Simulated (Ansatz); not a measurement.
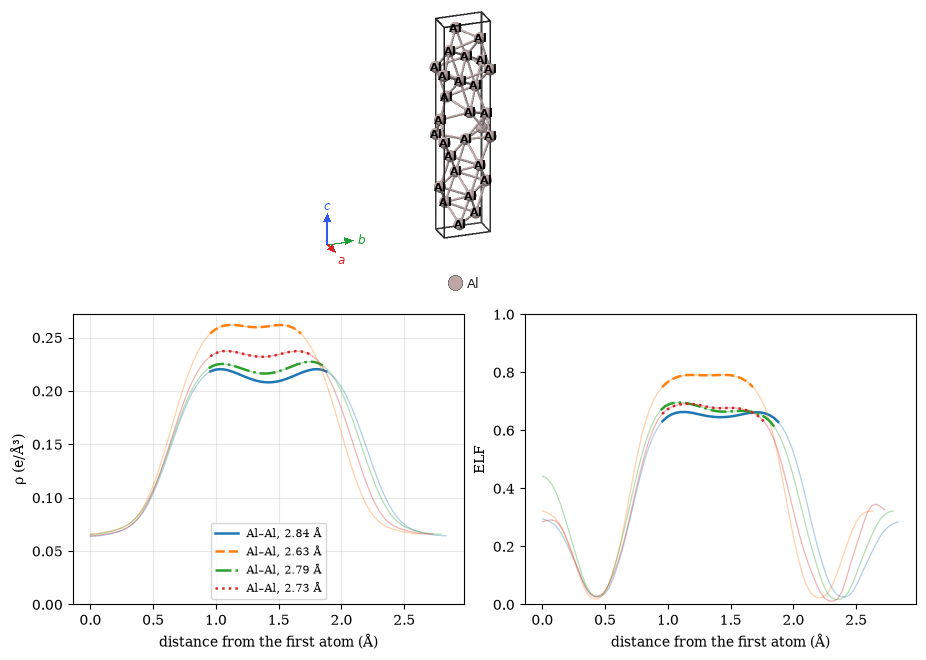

*Al (interface cell). Valence electron density and electron localisation function along straight lines between neighbouring atoms. Thin, pale parts lie inside the atomic spheres. The structure is drawn too.*

Method: DFT PBE, scalar-relativistic, plane waves, PAW (Ansatz).

In a PAW calculation such maps are meaningful between the atoms, not at the nuclei.

The calculation's input:

```
crystal:
  lattice:
    - [4.0414568371, 0.0, 0.0]
    - [-2.0207284185, 4.5184861079, 0.0]
    - [0.0, 0.0, 18.3739444317]
  atoms:
    - { symbol: Al, position: [0.4, 0.8, 0.0737754399] }
    - { symbol: Al, position: [0.2, 0.4, 0.2705099461] }
    - { symbol: Al, position: [0.7, 0.4, 0.0245918133] }
    - { symbol: Al, position: [0.5, 0.0, 0.2213263196] }
    - { symbol: Al, position: [0.9, 0.8, 0.3196935727] }
    - { symbol: Al, position: [0.8, 0.6, 0.172142693] }
    - { symbol: Al, position: [0.6, 0.2, 0.3688771993] }
    - { symbol: Al, position: [0.1, 0.2, 0.1229590664] }
    - { symbol: Al, position: [0.3, 0.6, 0.4180608259] }
    - { symbol: Al, position: [0.0, 0.0, 0.4672444524] }
    - { symbol: Al, position: [0.9, 0.8, 0.9180608259] }
    - { symbol: Al, position: [0.7, 0.4, 0.7213263196] }
    - { symbol: Al, position: [0.2, 0.4, 0.9672444524] }
    - { symbol: Al, position: [0.0, 0.0, 0.7705099461] }
    - { symbol: Al, position: [0.4, 0.8, 0.672142693] }
    - { symbol: Al, position: [0.3, 0.6, 0.8196935727] }
    - { symbol: Al, position: [0.1, 0.2, 0.6229590664] }
    - { symbol: Al, position: [0.6, 0.2, 0.8688771993] }
    - { symbol: Al, position: [0.8, 0.6, 0.5737754399] }
    - { symbol: Al, position: [0.5, 0.0, 0.5245918133] }
basis:
  ecutwfc: 420
kpoints:
  mp_grid: { grid: [10, 10, 2] }
hamiltonian:
  xc: pbe
scf:
  occupations: { method: gaussian, width: 0.1 }
output:
  forces: true
  stress: true
  eigenvalues: true
  populations: true
  write_density: true
  write_potential: true
  elf: true
  volumetric_format: npy
relax:
  adjacent_minimum: "off"
  f_tol: 0.02
  max_steps: 60
  cell: { fix: [a, b, alpha, beta, gamma], stress_tol: 0.1 }
```

Command:

```sh
ansatz run input.yaml --threads 4 --pin off --max-ram 12288MiB --backend cpu --events-out ev --progress --plain --runs-dir out
```

The fields are those of the relaxed geometry.

Question: What can be read from the curves?

Answer: Al–Al (2.84 Å): ρ at the midpoint is about 0.21 e/Å³; the ELF peaks at about 0.65 between the atoms.
Al–Al (2.63 Å): ρ at the midpoint is about 0.26 e/Å³; the ELF peaks at about 0.80 between the atoms.
Al–Al (2.79 Å): the density is about 0.22 e/Å³ at the midpoint; the ELF peaks at about 0.70 between the atoms.
Al–Al (2.73 Å): ρ is about 0.23 e/Å³ halfway; the ELF peaks at about 0.70 between the atoms.
